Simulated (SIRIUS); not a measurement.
**CdS: 7 runs along one coordinate**

System: CdS (P6₃mc, 4 atoms in the cell).
Method: Kohn-Sham DFT of a periodic cell, PBEsol, dojo-sr-pbesol-0.4.1-standard, no spin polarisation (SIRIUS 7.12.0).

The 7 runs differ only in the geometry, by an even scaling of the cell at fixed fractional positions. The structure derives from an entry of the Crystallography Open Database.

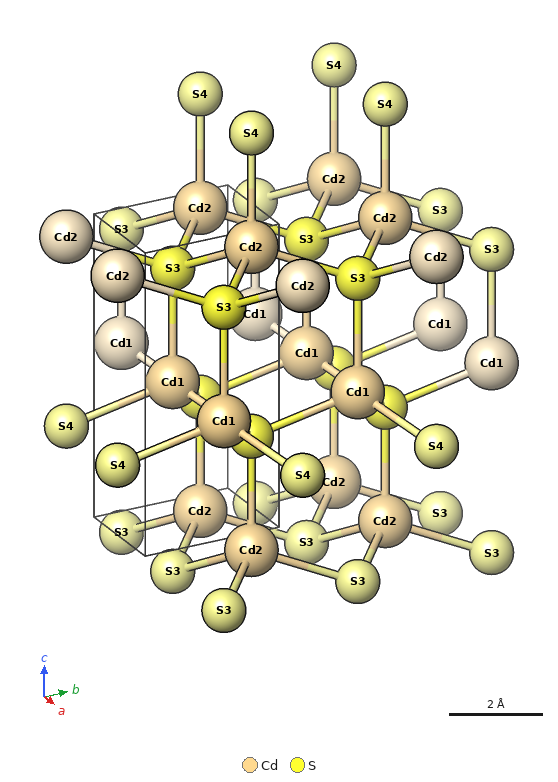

Figure 1. The structure of run 4 (ball-and-stick view of the cell of the calculation, repeated 2 × 2 × 1, seen slightly off an axis; neighbours outside the cell are drawn fainter; atoms are numbered from 1 in the order of the input). An atom can appear more than once, as a periodic image.

### Input of run 4
```
{
  "control": {
    "processing_unit": "cpu",
    "verbosity": 2,
    "num_bands_to_print": 37,
    "print_forces": true,
    "print_stress": true
  },
  "parameters": {
    "electronic_structure_method": "pseudopotential",
    "xc_functionals": ["XC_GGA_X_PBE_SOL", "XC_GGA_C_PBE_SOL"],
    "gk_cutoff": 10.1,
    "pw_cutoff": 20.2,
    "ngridk": [7, 7, 4],
    "shiftk": [0, 0, 0],
    "smearing": "fermi_dirac",
    "smearing_width": 0.0018374661,
    "num_bands": 37,
    "num_mag_dims": 0,
    "num_dft_iter": 100,
    "energy_tol": 1e-08,
    "density_tol": 1e-06
  },
  "iterative_solver": {
    "type": "davidson",
    "min_tolerance": 1e-10
  },
  "mixer": {
    "type": "anderson",
    "beta": 0.7,
    "max_history": 8
  },
  "settings": {
    "tol_ne": 1e-10,
    "pseudo_grid_cutoff": 6.5
  },
  "unit_cell": {
    "lattice_vectors": [
      [1.0, 0.0, 0.0],
      [-0.5, 0.866025403783, 0.0],
      [0.0, 0.0, 1.623373493976]
    ],
    "lattice_vectors_scale": 7.8423634172,
    "atom_coordinate_units": "lattice",
    "atom_types": ["Cd", "S"],
    "atom_files": {
      "Cd": "Cd.json",
      "S": "S.json"
    },
    "atoms": {
      "Cd": [
        [0.6666666667, 0.3333333333, 0.5],
        [0.3333333333, 0.6666666667, 0.0]
      ],
      "S": [
        [0.6666666667, 0.3333333333, 0.875],
        [0.3333333333, 0.6666666667, 0.375]
      ]
    }
  }
}
```

Command:
```bash
upf_to_json Cd.upf
upf_to_json S.upf
OMP_NUM_THREADS=4 sirius.scf --input=sirius.json --output=out.json --task=0
```

Lattice vectors (Å) and fractional positions of run 4:
```
   4.150000    0.000000    0.000000
  -2.075000    3.594005    0.000000
   0.000000    0.000000    6.737000
Cd  0.666667  0.333333  0.500000
Cd  0.333333  0.666667  0.000000
S   0.666667  0.333333  0.875000
S   0.333333  0.666667  0.375000
```

Run 3 has the same physical settings and fractional positions; its lattice vectors (Å) are:
```
   4.122147    0.000000    0.000000
  -2.061073    3.569884    0.000000
   0.000000    0.000000    6.691784
```

### Results, with one run withheld

| run | volume per atom (Å³) | free energy per atom, from the lowest run given (meV) | pressure (GPa) | gap on the mesh (eV) |
| --- | --- | --- | --- | --- |
| 1 | 23.614 | 9.26 | 3.09 | 1.19 |
| 2 | 24.116 | 1.86 | 1.58 | 1.15 |
| 3 | 24.618 | ? | ? | ? |
| 4 | 25.121 | 0.00 | −0.97 | 1.06 |
| 5 | 25.623 | 4.64 | −2.05 | 1.01 |
| 6 | 26.126 | 12.47 | −3.01 | 0.97 |
| 7 | 26.628 | 23.14 | −3.86 | 0.92 |

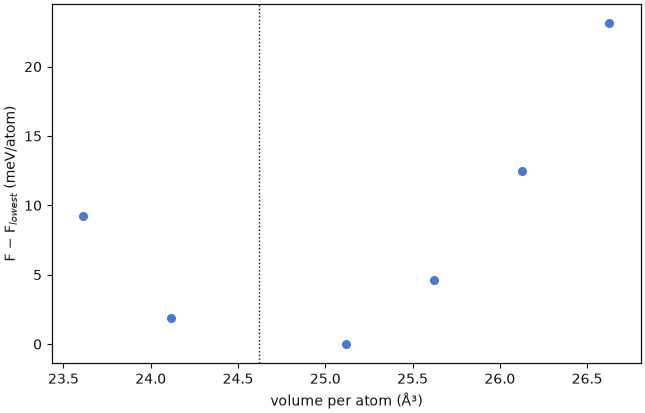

Figure 2. Free energy per atom of the runs given; the dotted line marks run 3.

Estimate the energy of run 3 from the others.

A cubic polynomial in V^(−2/3) (the Birch–Murnaghan form), fitted to the 6 runs given, misses them by under 0.01 meV per atom. With x = V^(−2/3) − 0.11644 Å⁻², it reads F = 0.28969 − 2099.7 x + 7.572e+05 x² + 1.8801e+06 x³ (meV per atom). At run 3 it gives −1.07 meV per atom, and the run itself gives −1.07. The slope of the fit gives a pressure −dF/dV of 0.27 GPa there, and the run prints 0.23 GPa. The fit has its minimum at 24.727 Å³ per atom, where V d²F/dV² gives 61.2 GPa. Cell shape and fractional positions are held, so this is the stiffness under even scaling; the relaxed bulk modulus wasn't computed. The gap on the mesh goes, without turning, from 1.19 eV in run 1 to 0.92 eV in run 7; run 3 has 1.10 eV. These are gaps of this functional on this mesh, which can miss the band edges; they aren't the measured gap.

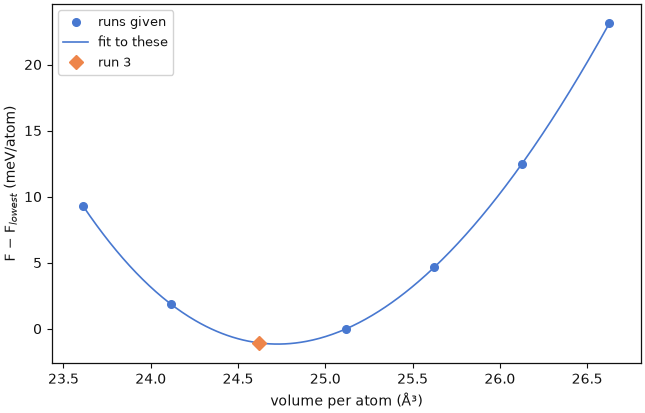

Figure 3. The fit and the withheld run.

### Some lines of the output (run 3)
```
[...]
[find] band gap (eV)                  :       1.10111027
[find] Efermi                         :       0.27785449
[find] Total energy                   :    -372.54219859 (Ha),    -745.08439718 (Ry)
[find] Free energy (E-TS)             :    -372.54219860 (Ha),    -745.08439721 (Ry)
[find] band gap (eV)                  :       1.10107059
[find] Efermi                         :       0.27785568
[find] Free energy (E-TS)             :    -372.54219861 (Ha),    -745.08439721 (Ry)
[find] band gap (eV)                  :       1.10103773
[find] Efermi                         :       0.27785660
[find] Total energy                   :    -372.54219859 (Ha),    -745.08439719 (Ry)
[find] band gap (eV)                  :       1.10104183
[find] Efermi                         :       0.27785640
[find] band gap (eV)                  :       1.10103655
[find] Efermi                         :       0.27785655
```
